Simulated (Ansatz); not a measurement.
# ScAl17N18 (cell with a defect): what the fields show

```
CELL_PARAMETERS angstrom
4.67067 2.69661 -4.98365
0.00000 -5.39323 -4.98365
-4.67067 2.69661 -4.98365
ATOMIC_POSITIONS crystal
Sc 0.05949 0.39282 0.05949
Al 0.05482 0.05362 0.39226
Al 0.39226 0.38815 0.72029
Al 0.72029 0.38815 0.39226
Al 0.39226 0.05362 0.05482
Al 0.05482 0.72559 0.72029
Al 0.38792 0.72125 0.38792
Al 0.72329 0.05663 0.72329
Al 0.72029 0.72559 0.05482
Al 0.77564 0.10897 0.11104
Al 0.77742 0.77819 0.44485
Al 0.11104 0.10897 0.77564
Al 0.44485 0.11075 0.44485
Al 0.11086 0.78385 0.11086
Al 0.77564 0.44438 0.77564
Al 0.11086 0.44420 0.45052
Al 0.44485 0.77819 0.77742
Al 0.45052 0.44420 0.11086
N 0.92171 0.25504 0.92171
N 0.92753 0.92973 0.26310
N 0.26310 0.26086 0.59639
N 0.59639 0.26086 0.26310
N 0.26310 0.92973 0.92753
N 0.92753 0.59644 0.59639
N 0.25919 0.59252 0.25919
N 0.59523 0.92856 0.59523
N 0.59639 0.59644 0.92753
N 0.97902 0.31235 0.33803
N 0.98399 0.98296 0.64963
N 0.33803 0.31235 0.97902
N 0.64963 0.31733 0.64963
N 0.31674 0.98325 0.31674
N 0.97902 0.67137 0.97902
N 0.31674 0.65008 0.64991
N 0.64963 0.98296 0.98399
N 0.64991 0.65008 0.31674
```

Theory: DFT PBEsol, scalar-relativistic, plane waves, PAW in Ansatz 0.2.0.

The density is the valence pseudo-density of a PAW calculation; it isn't the true density close to the nuclei.

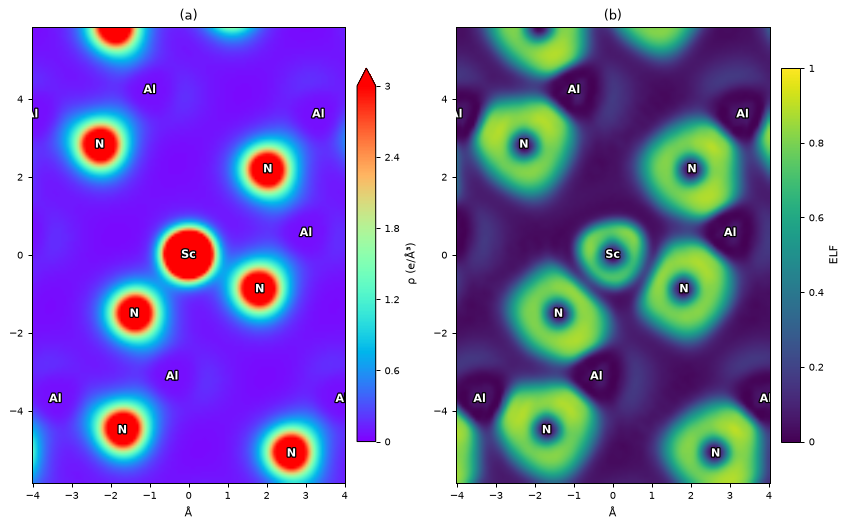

Figure 1. (a) valence charge density (pseudo); (b) electron localisation function on the (11̄0) plane of the calculation cell.

Question: Describe what can be read from this map.

Answer: Atoms in the plane: Sc, Al and N.
Al–N (1.89 Å): the density is about 0.68 e/Å³ at the midpoint; the ELF peaks at about 0.90 in the valence shell of N, 0.8 Å from its nucleus, and is about 0.85 at the midpoint.
Sc–N (2.02 Å): ρ at the midpoint is about 0.68 e/Å³; the ELF peaks at about 0.85 in the valence shell of N, 0.6 Å from its nucleus, and is about 0.25 at the midpoint (no localised pair shows between them).
Al–N (1.91 Å): ρ at the midpoint is about 0.66 e/Å³; the ELF peaks at about 0.90 between the atoms.
Between the atoms the lowest density in this plane is 0.04 e/Å³.
The features right at Sc lie inside the PAW spheres, where the map follows smoothed inner orbitals and isn't to be read closely.

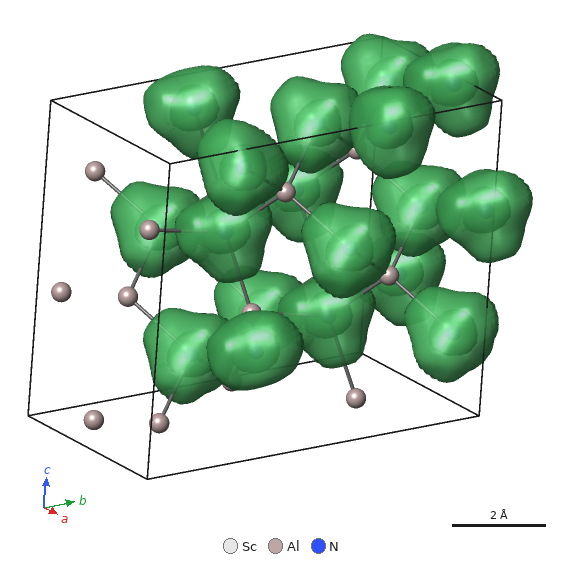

Figure 2. Isosurface of the ELF at 0.75 (green), seen slightly off an axis. Only the valence region is drawn (cores and ρ < 0.01 e/Å³ removed). Sticks mark near contacts.

Question: Describe the localisation domains.

Answer: The surface consists of 18 regions on N in which the atom's valence shell and bonds are merged, counted in one cell of 36 atoms. Regions shared between cells count once. Profiles from the grid: Al–N (1.86 Å): the ELF peaks at about 0.90 in the valence shell of N, 0.7 Å from its nucleus, and is about 0.85 at the midpoint.

Question: Does the calculation make it a metal, or give it a gap?

Answer: It is gapped, with a Kohn–Sham gap of 4.8 eV on the k-point mesh (the band edges may lie off the mesh, which would make the gap smaller).
